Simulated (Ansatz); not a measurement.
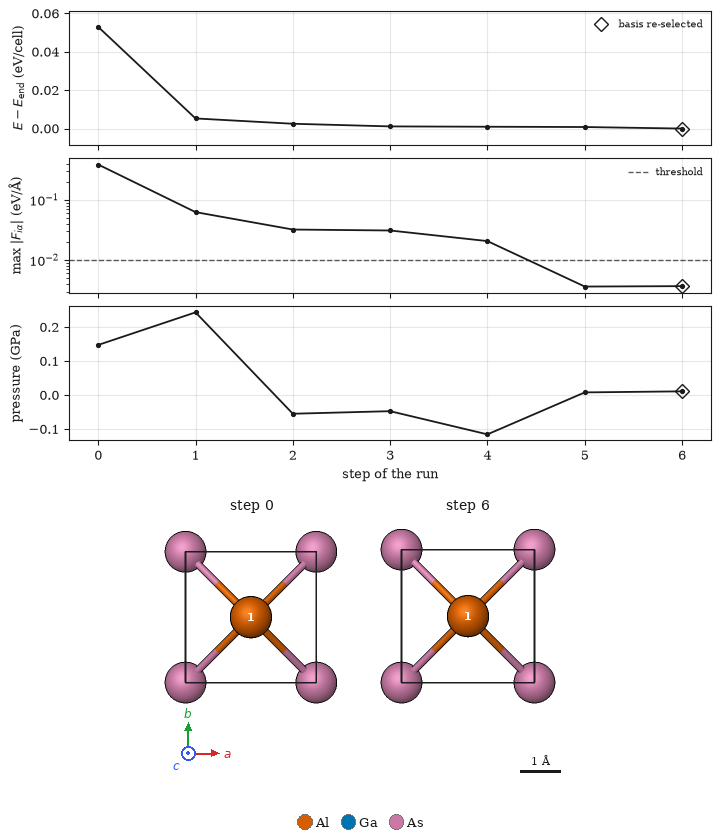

First and last geometry of a relaxation of solid AlGa2As3 (a generated structure, set up in P4/mmm), with the history of the run. A ball-and-stick model of the cell of the calculation, seen along the c axis.

Method: DFT PBE, scalar-relativistic, plane waves, PAW in Ansatz 0.2.0. (plane-wave cutoff 420 eV; k-point mesh 12 × 12 × 4; occupations gaussian; smearing width 0.1 eV; no spin polarisation; cell and atoms relaxed; force threshold 0.01 eV/Å; at most 80 steps)

What do the curves and the structures tell?

It converged. The energy falls by 53.0 meV per cell of the calculation in 5 accepted moves (6 points after the start). Largest force component: 0.39 eV/Å at the start, 0.0037 eV/Å at the end. Pressure: 0.15 GPa at the start and 0.01 GPa at the end. The SCF was repeated once at an unchanged geometry on a basis and grid sized afresh for the cell, which shifted the energy by 0.8 meV per cell of the calculation at most. The largest moves relative to the cell, 0.074 Å, are those of As atoms. Largest moves by element: As 0.074 Å, Ga 0.026 Å. Al stays in place. The drawn cell changes as follows: a = b 3.318 → 3.372 Å (+1.6 %), c 11.083 → 11.048 Å (−0.3 %); the volume changes by +3.0 %. Among the contacts that change: As–As 2.756 → 2.600 Å, As–Ga 2.903 → 2.916 Å, Al–As 2.721 → 2.716 Å. Bond angles that change, for instance: Al–As–Al 119.1° → 122.8°. The space group stays P4/mmm (No. 123).
